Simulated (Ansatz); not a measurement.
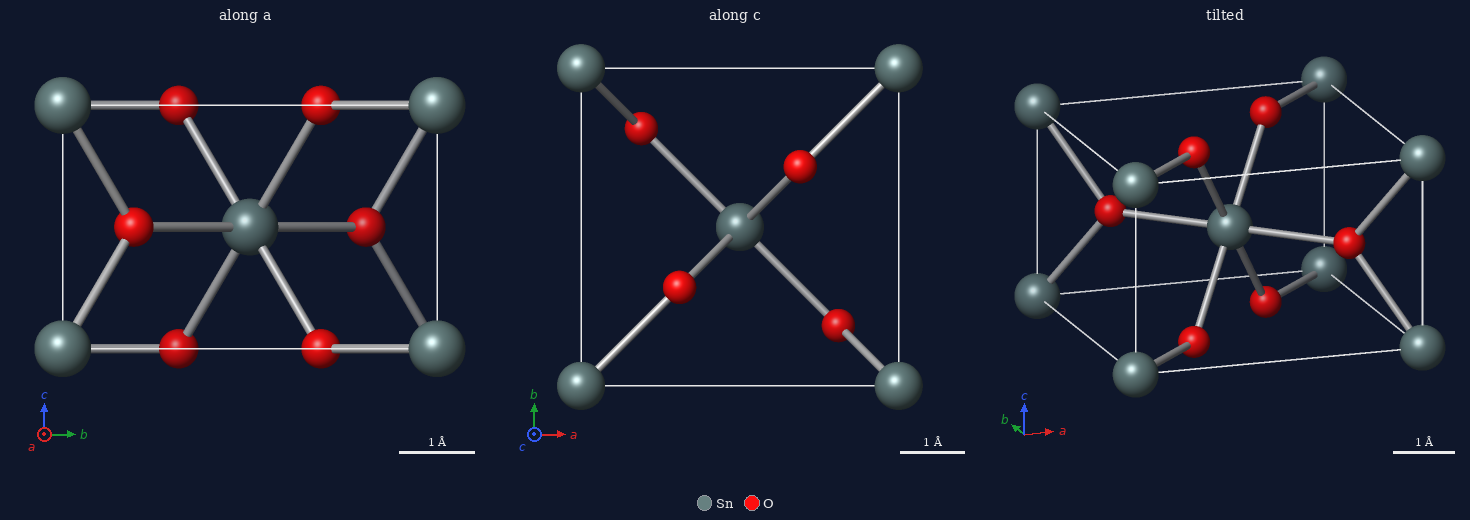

Crystal structure, ball-and-stick style, seen along the a axis, along the c axis and slightly off an axis. The wireframe shows the conventional unit cell.

Lattice parameters: a = 5.036 Å, b = 5.036 Å, c = 3.274 Å, α = 90.00°, β = 90.00°, γ = 90.00°.

What ratio of elements does the structure have?

SnO₂. The cell holds 2 Sn, 4 O, counting shared atoms by their share.

Give the space group.

P4_2/mnm (No. 136), with Sn on 2a and O on 4f.

What does the coordination shell of O look like?

Three Sn at about 2.1 to 2.2 Å.

What extended units do the bonds make?

The bonds build a three-dimensional framework.

The model was built from a structure type known for this compound. It was relaxed at fixed volume with Ansatz 0.2.0, DFT PBE, scalar-relativistic, plane waves, PAW.

At this level of theory the run's own cell isn't at rest (stretched, at -12 GPa), so its distances can differ from those at equilibrium, the more so the softer the solid.
